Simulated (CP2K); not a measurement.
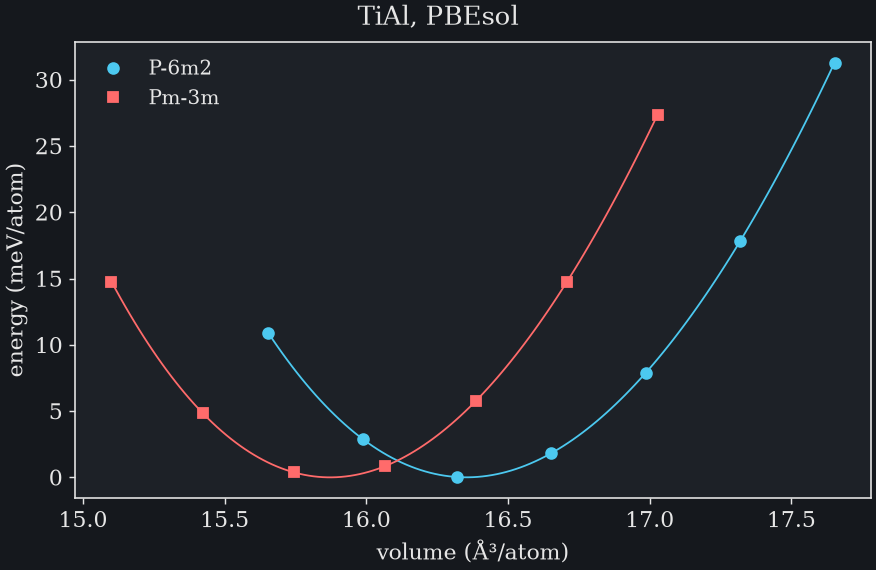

How it was computed, with CP2K 2026.2: DFT in Gaussian orbitals with a plane-wave density, no spin polarisation; energies at scaled volumes of the given cell, shape and fractions fixed, counted from the fit's minimum, third-order Birch-Murnaghan fit. Level: PBEsol.

```csv
setting,value
occupations,Fermi–Dirac
smearing width,0.05 eV
potentials,GTH PBE with UZH TZVP basis
density cutoff,6123 eV
```

Figure. Energy against volume, with one curve for each structure, for TiAl. Each energy curve has its own zero, so the curves don't rank the structures.

Settings that differ: P-6m2: k mesh 11×11×6; Pm-3m: k mesh 8×8×8.

The fitted equilibrium volumes, smallest first, are Pm-3m 15.872, P-6m2 16.353 Å³/atom. The fitted bulk moduli, smallest first, are P-6m2 109.3, Pm-3m 116.6 GPa.

Limits of the calculation: shape and atomic fractions are frozen while scaling, which makes layered, chain and framework solids too stiff.
